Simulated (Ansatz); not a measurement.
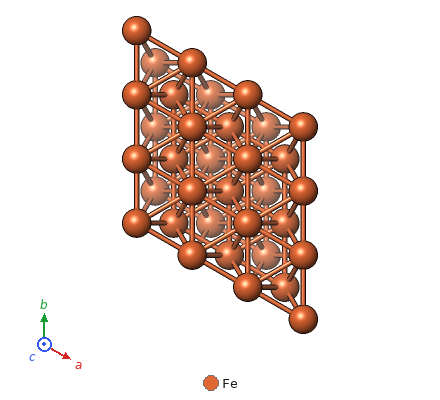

Fe (P6_3/mmc, No. 194): the geometry given to an electronic-structure calculation, possibly off equilibrium; the starting structure was generated, so it need not be a known form of this composition.

```cif
data_structure
_symmetry_space_group_name_H-M 'P6_3/mmc'
_symmetry_Int_Tables_number 194
_cell_length_a 2.4510
_cell_length_b 2.4510
_cell_length_c 7.8894
_cell_angle_alpha 90.000
_cell_angle_beta 90.000
_cell_angle_gamma 120.000
_cell_volume 41.05
loop_
_atom_site_label
_atom_site_type_symbol
_atom_site_symmetry_multiplicity
_atom_site_Wyckoff_symbol
_atom_site_fract_x
_atom_site_fract_y
_atom_site_fract_z
_atom_site_occupancy
Fe1 Fe 2 a 0.00000 0.00000 0.00000 1
Fe2 Fe 2 c 0.33333 0.66667 0.25000 1
```

What will a projected-potential map along [001] show? Computed as the sum of neutral-atom potentials (tabulated electron scattering factors, B = 0.5 Å²) projected along the beam and smoothed by 0.25 Å; brighter is more positive. The display is stretched by a gamma of 0.7; percentages refer to the linear signal.

The columns repeat on a hexagonal net with a repeat of 2.45 Å (plane group p6mm). The brightest columns hold 2 Fe per repeat; in falling brightness follow 1 Fe (about 45 %). Brightness is counted from the darkest point of the image. The shortest distance between visible columns is 1.42 Å in projection. Along the beam the structure repeats every 7.89 Å.

| column | atoms along the beam per repeat | peak brightness |
| --- | --- | --- |
| Fe | 2 Fe | 100 % |
| Fe | 1 Fe | 45 % |

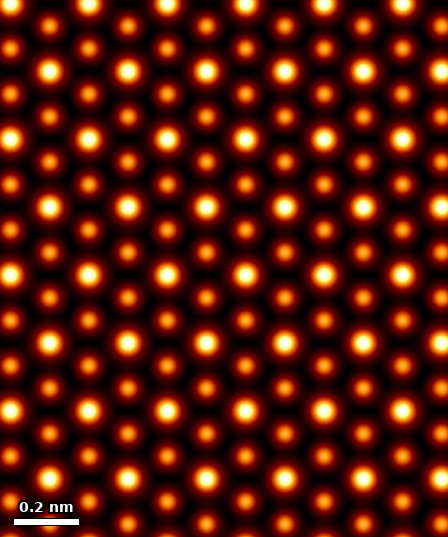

The simulated image.

What mean inner potential do neutral atoms give for this crystal?

About 33 V (the sum of the forward scattering factors over the cell volume; bonding usually lowers the true value).
